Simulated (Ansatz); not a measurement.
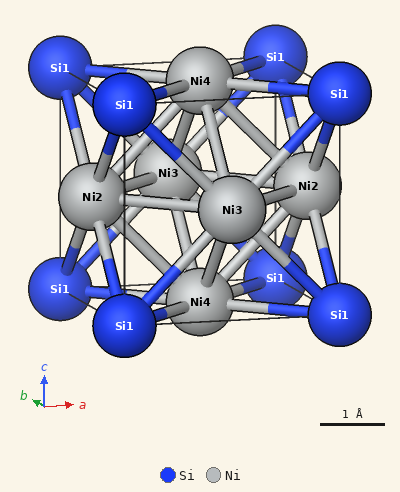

Fig. 1: The structure (ball-and-stick view of the cell of the calculation, seen slightly off an axis; atoms are numbered from 1 in the order of the input). An atom can appear more than once, as a periodic image. Near neighbours in the periodic cell (some may lie outside the picture): Si has 12 Ni at 2.50 Å; Ni has 8 Ni at 2.50 Å and 4 Si at 2.50 Å.

**Mending a single-point calculation on Ni₃Si**

System: Ni₃Si (Pm-3m, 4 atoms in the cell).
Method of run A: DFT, PBE, plane waves, PAW (Ansatz 0.2.0).

The structure was made by a generator, so it may or may not be a known phase. Text and figures count atoms from 1; the logs count them from 0 in places.

## The input, run A
```yaml
crystal:
  lattice:
    - [3.5410275173, 0.0, 0.0]
    - [0.0, 3.5410275173, 0.0]
    - [0.0, 0.0, 3.5410275173]
  atoms:
    - { symbol: Si, position: [0.0, 0.0, 0.0] }
    - { symbol: Ni, position: [0.0, 0.5, 0.5] }
    - { symbol: Ni, position: [0.5, 0.0, 0.5] }
    - { symbol: Ni, position: [0.5, 0.5, 0.0] }
basis:
  ecutwfc: 420
kpoints:
  mp_grids: { grid: [14, 14, 14] }
hamiltonian:
  xc: pbe
scf:
  occupations: { method: gaussian, width: 0.1 }
  max_iter: 100
output:
  forces: true
  eigenvalues: true
  stress: true
```

Launched with:
```bash
ansatz run input.yaml --threads 1 --pin off --max-ram 2560MiB --backend cpu --events-out ev --progress --plain --runs-dir out
```

Hardware: 1 thread of Intel Xeon @ 2.50GHz (Skylake/Cascade Lake), 189 GiB of memory available, shared host.

## Output (run A)
```
Error: YAML parse error: error: line 14 column 3: unknown field `mp_grids`, expected one of mp_grid, list, band_path, initial_grid, further_shifts
  --> <input>:14:3
   |
12 |   ecutwfc: 420
13 | kpoints:
14 |   mp_grids: { grid: [14, 14, 14] }
   |   ^ unknown field `mp_grids`, expected one of mp_grid, list, band_path, initial_grid, further_shifts
15 | hamiltonian:
16 |   xc: pbe
   |
```

**What should be changed in this input?**

A setting was made wrong on purpose: a misspelt key (`kpoints.mp_grid`). The program refused the input: “YAML parse error: error: line 14 column 3: unknown field `mp_grids`, expected one of mp_grid, list, band_path, initial_grid, further_shifts --> <input>:14:3 | 12 | ecutwfc: 420 13 | kpoints: 14 | mp_grids: { grid: [14, 14, 14] } | ^ unknown field `mp_grids`, expected one of mp_grid, list, band_path, initial_grid, …”

A run of the same system that converges differs from this input as follows (lines with − go, lines with + come):
```diff
-  mp_grids: { grid: [14, 14, 14] }
+  mp_grid: { grid: [14, 14, 14] }
-  max_iter: 100
```

## Output, shortened to warnings, some set-up lines, iterations and results (run B)
```
Basis set: ecut = 420 eV, 895 PW (Γ), exchange–correlation on 48×48×48 points (8 copies of the dense FFT grid, shifted against one another)
Symmetry: 48 space group operations
k-points: 120 of 2744
Initial density: superposition of atomic densities (neutral atoms: chi_scale 0, normalization atom), corrected by the library's trained network
[...]
SCF iter   1: F=—  HF=-18156.781937 eV  |F-HF|=—  |Δ(HF+E_count)|=         —  Δρ=3.35e-3  dr2=5.31e-3  ethr=1.77e-3  ⟨swp⟩=5.2  Hψ=14936  notcnv=0
SCF iter   2: F=—  HF=-18156.781937 eV  |F-HF|=—  |Δ(HF+E_count)|=   2.57e-7  Δρ=1.83e-3  dr2=1.86e-3  ethr=9.16e-6  ⟨swp⟩=2.0  Hψ=8085  notcnv=0
SCF iter   3: F=—  HF=-18156.781598 eV  |F-HF|=—  |Δ(HF+E_count)|=   3.39e-4  Δρ=9.01e-4  dr2=3.80e-4  ethr=3.21e-6  ⟨swp⟩=2.4  Hψ=5625  notcnv=0
SCF iter   4: F=—  HF=-18156.781525 eV  |F-HF|=—  |Δ(HF+E_count)|=   7.32e-5  Δρ=2.81e-4  dr2=5.05e-5  ethr=6.55e-7  ⟨swp⟩=2.0  Hψ=5531  notcnv=0
SCF iter   5: F=—  HF=-18156.781417 eV  |F-HF|=—  |Δ(HF+E_count)|=   1.08e-4  Δρ=7.40e-5  dr2=1.87e-6  ethr=8.71e-8  ⟨swp⟩=2.0  Hψ=5306  notcnv=0
SCF iter   6: F=—  HF=-18156.781417 eV  |F-HF|=—  |Δ(HF+E_count)|=   1.20e-7  Δρ=1.44e-5  dr2=1.02e-7  ethr=3.23e-9  ⟨swp⟩=2.1  Hψ=5805  notcnv=0
SCF iter   7: F=-18156.781417 eV  HF=-18156.781417 eV  |F-HF|=6.01e-8  |Δ(HF+E_count)|=   1.00e-8  Δρ=1.24e-5  dr2=5.88e-8  ethr=1.72e-10  ⟨swp⟩=6.9  Hψ=17537  notcnv=0
SCF 1 converged in 7 iterations: F = -18156.781417 eV  dr2 = 5.88e-8
SCF converged after 7 iterations
Free energy (F): -18156.781417 eV
Harris-Foulkes:  -18156.781417 eV  (|F-HF|=6.01e-8)
Internal energy: -18156.770941 eV  (E = F + TS)
E sigma→0 (E₀):  -18156.776179 eV
Entropy (-TS):   -0.010476 eV (-2.619 meV/atom)
Fermi energy:    16.877177 eV
--- Per-component energies (eV) ---
  E_band       = -876.863141
  E_kinetic    = 893.273684
  E_local      = -11763.567705  (includes V_loc(G=0)·N_el)
  E_nonlocal   = 1932.731529
  E_hartree    = 5011.374545
  E_xc         = -311.912750
  E_vxc        = -378.049663  (∫ρ·V_xc dr)
  E_paw        = -5404.767229  (= ΣΔE_a)
  E_vpaw       = -1584.033505  (= ΣTr[D̂ρ^β])
  E_aug_tail   = 0.001298  (compensation charges beyond the density's cutoff)
  E_ewald      = -8513.904312
  E_smearing   = -0.010476  (= −TS)
  E_closure    = 0.000000  (closes the sum)
  Σ components = -18156.781417   (vs F -18156.781417, Δ=0.00e0)
--- Forces (eV/Å), atoms counted from 1 ---
  atom   1  Si    -0.00000000    -0.00000000    -0.00000000
  atom   2  Ni     0.00000000     0.00000000     0.00000000
  atom   3  Ni     0.00000000    -0.00000000    -0.00000000
  atom   4  Ni     0.00000000     0.00000000    -0.00000000
  max |Σ_I F_I| component: 2.75e-28 eV/Å
--- Stress (GPa, compression-positive) ---
       -5.886208       0.000000       0.000000
        0.000000      -5.886208       0.000000
        0.000000       0.000000      -5.886208
  P = ⅓ Tr σ = -5.8862 GPa (-58.862 kbar)
```

## The two runs side by side

| quantity | run A | run B |
| --- | --- | --- |
| outcome | refused | converged |
| free energy per atom (eV) | – | −4539.1954 |
| gap on the mesh (eV) | – | 0.00 |
| pressure (GPa) | – | −5.89 |
| volume per atom (Å³) | – | 11.10 |
| largest force (eV/Å) | – | 0.000 |
| SCF iterations | – | 7 |
| irreducible k-points | – | 120 |
| plane waves at Γ | – | 895 |

Notes on run B: The run has no spin polarisation, so a magnetic state may lie lower. The cell is under a tension of 5.9 GPa at this level, so it is not at its equilibrium volume.
